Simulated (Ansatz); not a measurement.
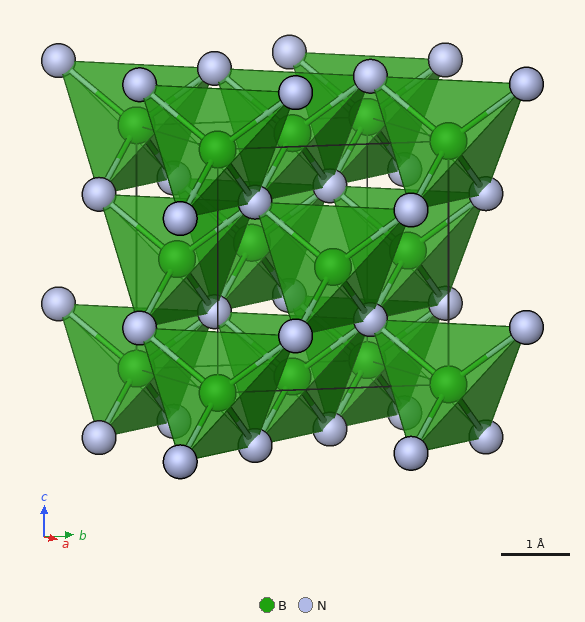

**Figure 1.** The starting structure (polyhedral view of the cell 4 times as large as that of the calculation, set on its symmetry axes, seen slightly off an axis; polyhedra are completed across the faces of the cell).

# Geometry relaxation, with input and output: BN

BN (F-43m, 2 atoms in the cell), computed with DFT PBE, scalar-relativistic, plane waves, PAW, no spin polarisation (Ansatz 0.2.0).

The structure was made by swapping elements on the sites of another compound; it need not be a known phase. It belongs to a series of runs on one base structure; here: Al -> B on all its sites, cell and atoms relaxed.

The input:
```yaml
crystal:
  lattice:
    - [0.0, 1.8123307207, 1.8123307207]
    - [1.8123307207, 0.0, 1.8123307207]
    - [1.8123307207, 1.8123307207, 0.0]
  atoms:
    - { symbol: B, position: [0.0, 0.0, 0.0] }
    - { symbol: "N", position: [0.75, 0.75, 0.75] }
basis:
  ecutwfc: 420
kpoints:
  mp_grid: { grid: [12, 12, 12] }
hamiltonian:
  xc: pbe
scf:
  occupations: { method: gaussian, width: 0.02 }
output:
  forces: true
  stress: true
  eigenvalues: true
  write_density: true
  write_potential: true
  elf: true
  volumetric_format: npy
relax:
  adjacent_minimum: "off"
  f_tol: 0.01
  max_steps: 60
  cell: { stress_tol: 0.1 }
```

Hardware: 1 thread of Intel Xeon @ 2.90GHz (Ice Lake), 192 GiB of memory available, shared host.

Launch command:
```bash
ansatz run input.yaml --threads 1 --pin off --max-ram 2560MiB --backend cpu --events-out ev --progress --plain --runs-dir out
```

What the program printed:
```
Engine: ansatz 0.2.0, x86_64-unknown-linux-gnu
Pseudopotentials: kind: paw
Pseudopotential: B, paw, valence charge 3, recommended cutoff 420 eV (normal), B.paw.azcp
Pseudopotential: N, paw, valence charge 5, recommended cutoff 420 eV (normal), N.paw.azcp
Functional definition: PBE
  parameter kappa = 0.804
  parameter beta = 0.06672455060314922
  exchange = pbe_x(kappa = kappa, mu = beta*pi^2/3)
  correlation = pbe_c(beta = beta)
Crystal: 2 atoms, lattice volume = 11.905 Å³
Basis set: ecut = 420 eV, 259 PW (Γ), exchange–correlation on 36×36×36 points (8 copies of the dense FFT grid, shifted against one another)
Bands: 8, of which v1, the nominal top of the filled ones, is band 4 counted from 1 (3 counted from 0)
Symmetry: 24 space group operations
Space group: F-43m (ITA 216), of the structure as read, at distance tolerance 2.3e-5 Å
k-points: 72 of 1728 (time reversal used)
Non-local potential: B, projectors of the file, l = 0: 2, l = 1: 2, l = 2: 1
Non-local potential: N, projectors of the file, l = 0: 2, l = 1: 2, l = 2: 1
PAW form: soft (Blöchl's): semilocal exchange-correlation on the pseudo side does not see the compensation charge
PAW one-centre angular grid: B, 110 points (default); XC on 64 Gauss nodes
PAW one-centre angular grid: N, 110 points (default); XC on 64 Gauss nodes
Initial density: superposition of atomic densities (neutral atoms: chi_scale 0, normalization atom), corrected by the library's trained network
Initial wavefunctions: pseudopotential atomic-orbital guess
Functional: x = pbe(κ = 0.804, μ = 0.2195149727645171), c = pbe(β = 0.06672455060314922)
SCF iter   1: F=—  HF=-542.275506 eV  |F-HF|=—  |Δ(HF+E_count)|=         —  Δρ=1.59e-3  dr2=1.63e-4  ethr=1.77e-3  ⟨swp⟩=4.9  Hψ=3725  notcnv=0
preconditioner: auto → none  [insulator: Δε(μ)=4.467 eV  Ē_g=19.897 eV  σ=0.020 eV  W_gap=1.00  n_scr=0 (ndim 8)  ℏωp=30.4 eV  f_vac=0.000  D(μ)=0.00/eV (n_scr^D=0)  ε∞_Penn≈3.3]
SCF iter   2: F=—  HF=-542.275630 eV  |F-HF|=—  |Δ(HF+E_count)|=   1.24e-4  Δρ=8.32e-4  dr2=2.33e-5  ethr=2.04e-6  ⟨swp⟩=2.1  Hψ=1432  notcnv=0
SCF iter   3: F=—  HF=-542.275674 eV  |F-HF|=—  |Δ(HF+E_count)|=   4.36e-5  Δρ=3.71e-4  dr2=5.64e-6  ethr=2.92e-7  ⟨swp⟩=2.1  Hψ=823  notcnv=0
iter 4 did not close the SCF: its close was put off for the readings that it lacked (scf_convergence_deferred on its scf_iter line)
SCF iter   4: F=-542.275688 eV  HF=-542.275688 eV  |F-HF|=1.62e-8  |Δ(HF+E_count)|=   1.42e-5  Δρ=2.41e-5  dr2=2.18e-8  ethr=7.05e-8  ⟨swp⟩=2.4  Hψ=842  notcnv=0
iter 5 did not close the SCF: its close was put off for the readings that it lacked (scf_convergence_deferred on its scf_iter line)
SCF iter   5: F=-542.275688 eV  HF=-542.275688 eV  |F-HF|=5.01e-9  |Δ(HF+E_count)|=   1.55e-8  Δρ=9.00e-6  dr2=2.50e-9  ethr=2.72e-10  ⟨swp⟩=1.9  Hψ=701  notcnv=0
SCF iter   6: F=-542.275688 eV  HF=-542.275688 eV  |F-HF|=1.03e-11  |Δ(HF+E_count)|=   5.63e-9  Δρ=4.52e-7  dr2=1.04e-11  ethr=3.13e-11  ⟨swp⟩=4.2  Hψ=2560  notcnv=0
SCF 1 converged in 6 iterations: F = -542.275688 eV  dr2 = 1.04e-11
  greatest PAW one-centre occupation: 0.786 electrons in one spin orbital (limit 2), on the N atom at site 1 (counted from 0), in its partial waves of l = 0
relax step   1: F+E_penalty+E_count = -542.27568805 eV  Δ(F+E_penalty+E_count) = +0.000e0 eV  max|allowed force component| = 3.932e-16 eV/Å  Δτ_max = 0.0000 Å  P = +0.000 GPa  Ω = 11.905 Å³  (6 SCF iters, accepted)
Initial density: handed on by an earlier stage of this run
Initial wavefunctions: pseudopotential atomic-orbital guess (no wavefunctions were taken with the density)
iter 1 solved again at ethr=6.93e-9 eV; its pass at ethr=3.10e-3 eV (dr2=5.54e-7 eV) is discarded
SCF iter   1: F=—  HF=-542.275685 eV  |F-HF|=—  |Δ(HF+E_count)|=         —  Δρ=7.11e-7  dr2=3.49e-11  ethr=6.93e-9  ⟨swp⟩=3.0  Hψ=5549  notcnv=0
preconditioner: auto → none  [insulator: Δε(μ)=4.463 eV  Ē_g=19.896 eV  σ=0.020 eV  W_gap=1.00  n_scr=0 (ndim 8)  ℏωp=30.4 eV  f_vac=0.000  D(μ)=0.00/eV (n_scr^D=0)  ε∞_Penn≈3.3]
SCF iter   2: F=-542.275688 eV  HF=-542.275688 eV  |F-HF|=9.21e-12  |Δ(HF+E_count)|=   3.19e-6  Δρ=4.43e-7  dr2=1.69e-11  ethr=1.00e-12  ⟨swp⟩=7.3  Hψ=3252  notcnv=0
SCF 2 converged in 2 iterations: F = -542.275688 eV  dr2 = 1.69e-11
relax step   2: F+E_penalty+E_count = -542.27568805 eV  Δ(F+E_penalty+E_count) = +3.411e-12 eV  max|allowed force component| = 3.932e-16 eV/Å  Δτ_max = 0.0000 Å  P = +0.000 GPa  Ω = 11.905 Å³  stress off target by 2.82e-4 GPa  SCF on the basis re-selected at this cell (its energy is not comparable with the rows above)  (2 SCF iters)
```

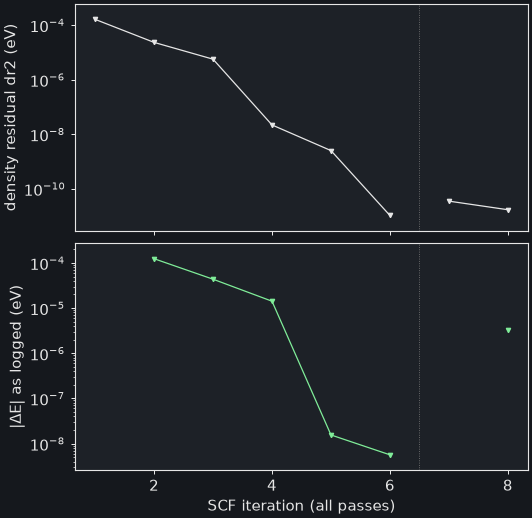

**Figure 2.** Convergence of the self-consistent field: density residual dr2 and size of the energy change against the SCF iteration. The dotted lines part the SCF passes of the relaxation: geometry steps, rejected trials and re-solves on a re-selected basis. The passes take 6 and 2 iterations.

```
basis re-selected at this cell: Δ(F+E_penalty+E_count) = +3.411e-12 eV, ΔP = -0.000 GPa vs the last step (what re-selecting the basis moved, of the pressure what is left beyond the Pulay correction that the steps carried, after the strain that the cell walked since its last selection, with what the two solves' SCF thresholds leave and, on support functions, any second-order correction that the steps lacked; it is no measure of the basis error at this ecutwfc). This SCF's stress stands 2.82e-4 GPa from its target on what of the cell is left free (relax.cell.stress_tol is 1.00e-1 GPa) and its largest allowed force component is 3.93e-16 eV/Å (relax.f_tol is 1.00e-2 eV/Å): within both
SCF converged after 2 iterations
Free energy (F): -542.275688 eV
Harris-Foulkes:  -542.275688 eV  (|F-HF|=9.21e-12)
Internal energy: -542.275688 eV  (E = F + TS)
E sigma→0 (E₀):  -542.275688 eV
Fermi energy:    13.282612 eV
--- Per-component energies (eV) ---
  E_band       = 25.736384
  E_kinetic    = 185.145799
  E_local      = -176.087950  (includes V_loc(G=0)·N_el)
  E_nonlocal   = 56.514675
  E_hartree    = 49.316277
  E_xc         = -93.330840
  E_vxc        = -116.078362  (∫ρ·V_xc dr)
  E_paw        = -206.404366  (= ΣΔE_a)
  E_vpaw       = -22.390387  (= ΣTr[D̂ρ^β])
  E_aug_tail   = 0.000103  (compensation charges beyond the density's cutoff)
  E_ewald      = -357.429385
  E_smearing   = -0.000000  (= −TS)
  E_closure    = -0.000000  (closes the sum)
  Σ components = -542.275688   (vs F -542.275688, Δ=0.00e0)
--- Forces (eV/Å), atoms counted from 1 ---
  atom   1  B     -0.00000000     0.00000000     0.00000000
  atom   2  N      0.00000000     0.00000000    -0.00000000
  max |Σ_I F_I| component: 5.46e-16 eV/Å
--- Stress (GPa, compression-positive) ---
        0.000282      -0.000000      -0.000000
        0.000000       0.000282       0.000000
       -0.000000       0.000000       0.000282
  P = ⅓ Tr σ = 0.0003 GPa (0.003 kbar)
--- Band table (eV; the first three rows and the last of 72) ---
  k-point 0: bands = ["-9.0899", "11.0511", "11.0511", "11.0511", "19.8436", "19.8436", "19.8436", "21.2434"]
  k-point 1: bands = ["-8.9219", "10.1448", "10.8727", "10.8727", "20.0361", "20.1148", "20.1148", "21.8188"]
  k-point 2: bands = ["-8.4242", "8.0578", "10.4374", "10.4374", "20.3252", "20.7458", "20.7458", "23.1632"]
  k-point 71: bands = ["-3.2494", "3.4992", "4.1480", "4.6050", "20.6224", "24.2505", "25.5131", "25.5851"]
--- Relaxed structure (1 steps of the walk, 1 accepted, 1 SCFs on fresh bases) ---
  F+E_penalty+E_count = -542.27568805 eV   max|allowed force component| = 3.932e-16 eV/Å   (the final SCF, on the basis selected at the relaxed cell)
  cell:  # Å, volume = 11.9054 Å³
    - [0.0, 1.8123307207, 1.8123307207]
    - [1.8123307207, 0.0, 1.8123307207]
    - [1.8123307207, 1.8123307207, 0.0]
  atoms:
    - { symbol: B, position: [0.0, 0.0, 0.0] }
    - { symbol: N, position: [0.7499999999999999, 0.7499999999999999, 0.7499999999999999] }
```

Trajectory as extended XYZ (Å, eV, eV/Å), 2 frames, from step=1 to step=2:
```
2
Lattice="0.0000 1.8123 1.8123 1.8123 0.0000 1.8123 1.8123 1.8123 0.0000" Properties=species:S:1:pos:R:3:forces:R:3 step=1 energy=-542.27569 pressure_GPa=0.00
B     0.0000    0.0000    0.0000    0.0000   0.0000   0.0000
N     2.7185    2.7185    2.7185    0.0000   0.0000   0.0000
2
Lattice="0.0000 1.8123 1.8123 1.8123 0.0000 1.8123 1.8123 1.8123 0.0000" Properties=species:S:1:pos:R:3:forces:R:3 step=2 energy=-542.27569 pressure_GPa=0.00
B     0.0000    0.0000    0.0000    0.0000   0.0000   0.0000
N     2.7185    2.7185    2.7185    0.0000   0.0000   0.0000
```

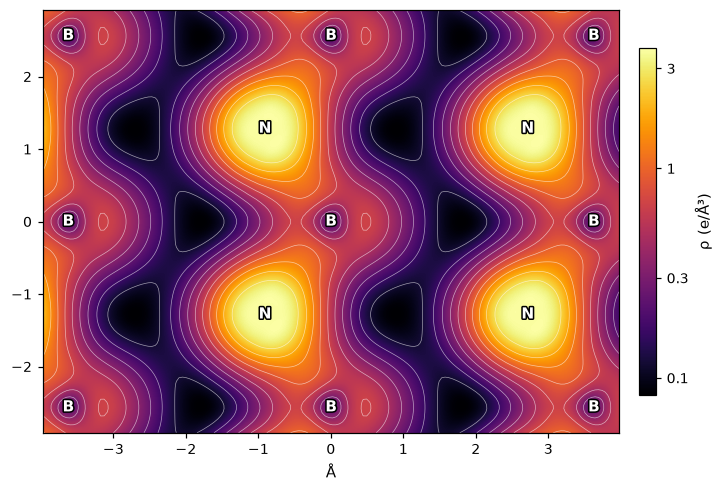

**Figure 3.** Valence electron density on the (110) plane of the conventional cell. B–N (1.57 Å): ρ is about 1.4 e/Å³ halfway. Away from the nuclei the density in this plane falls to 0.08 e/Å³ at its lowest. In a PAW calculation such maps are meaningful between the atoms, not at the nuclei.

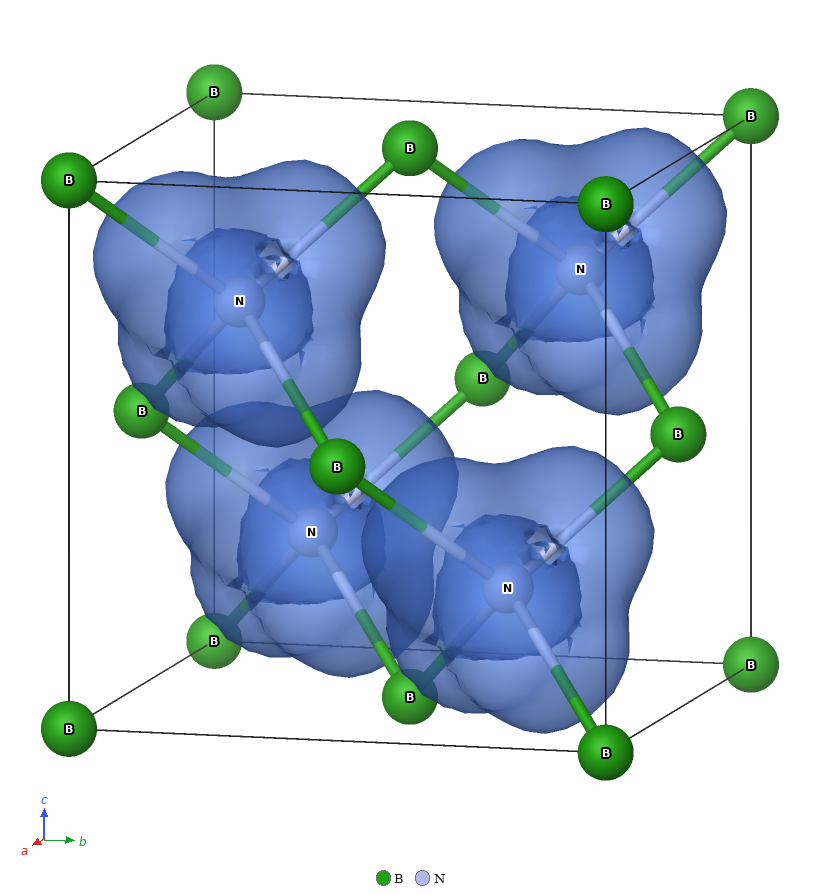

**Figure 4.** Isosurface of the electron localisation function at 0.7 (blue), seen slightly off an axis. Only the valence region is drawn (cores and ρ < 0.01 e/Å³ removed). Sticks mark near contacts. The outline is the cell set on symmetry axes. Along the contacts the grid gives the following. B–N (1.57 Å): the ELF peaks at about 0.95 between the atoms, which marks a shared but strongly polarised pair.

Summary:

```json
{"quantity": "outcome", "value": "converged"}
{"quantity": "space group (tolerance 0.01 Å)", "value": "F-43m (216)"}
{"quantity": "electrons treated", "value": "8"}
{"quantity": "free energy", "value": "−542.2757 eV"}
{"quantity": "Fermi energy", "value": "13.283 eV"}
{"quantity": "gap on the k-point mesh", "value": "4.46 eV"}
{"quantity": "pressure", "value": "0.00 GPa"}
{"quantity": "final volume", "value": "11.91 Å³"}
{"quantity": "largest force (length of the vector) at the end", "value": "under 0.001 eV/Å"}
{"quantity": "final cell", "value": "a = 2.563 Å, b = 2.563 Å, c = 2.563 Å, α = 60.00°, β = 60.00°, γ = 60.00°"}
{"quantity": "wall time", "value": "1.9 s"}
{"quantity": "peak memory", "value": "0.34 GiB"}
```
